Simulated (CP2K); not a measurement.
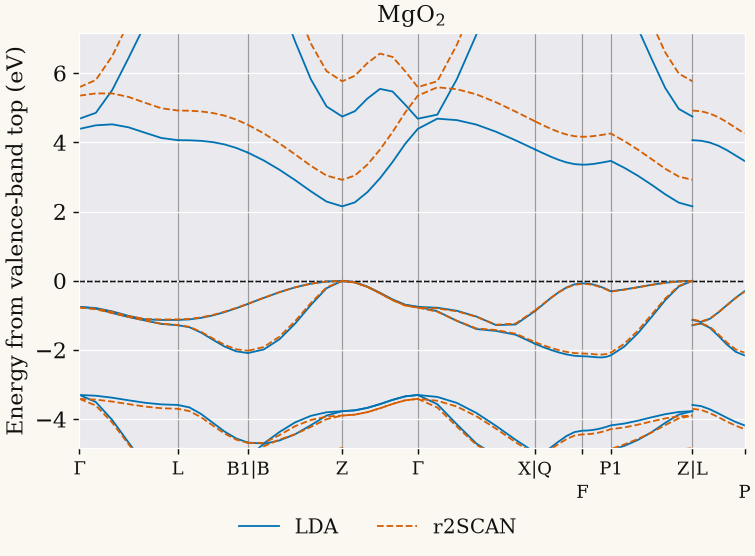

Band structures of MgO$_{2}$, space group R-3m (No. 166), 3 atoms in the primitive cell (a = 3.210 Å, c = 10.482 Å (hexagonal axes)), by two methods on the same cell. Each is counted from its own valence-band top.

How do the methods compare?

LDA gives a gap of 2.15 eV along the path and r2SCAN gives a gap of 2.92 eV along the path. Over the top 3 filled bands the two differ by 0.05 eV on average.

Settings. LDA: GTH_POTENTIALS Mg GTH-PADE-q10, O GTH-PADE-q6; TZVP-MOLOPT-PBE-GTH basis, no spin polarisation, no spin-orbit coupling, 10×10×10 k mesh, Fermi-Dirac smearing of 0.05 eV (CP2K 2026.2). r2SCAN: POTENTIAL_UZH Mg GTH-SCAN-q10, O GTH-SCAN-q6; TZVP-MOLOPT-SCAN-GTH basis, no spin polarisation, no spin-orbit coupling, 10×10×10 k mesh, Fermi-Dirac smearing of 0.1 eV (CP2K).

In reduced coordinates of the cell that was run, L is (0.5, 0, 0), B1 is (0.5, 0.214, −0.214), B is (0.786, 0.5, 0.214), Z is (0.5, 0.5, 0.5), X is (0.357, 0, −0.357), Q is (0.643, 0.357, 0), F is (0.5, 0.5, 0), P1 is (0.643, 0.643, 0.214) and P is (0.786, 0.357, 0.357). Bands are joined in order of energy. The cell is at −3 GPa in r2SCAN and −7 GPa in LDA. The basis of atomic orbitals isn't converged, which shifts gaps and empty levels. LDA, GGA and most meta-GGA functionals understate gaps. The cell comes from a database of computed structures, and whether it is the stable form of this composition wasn't checked.
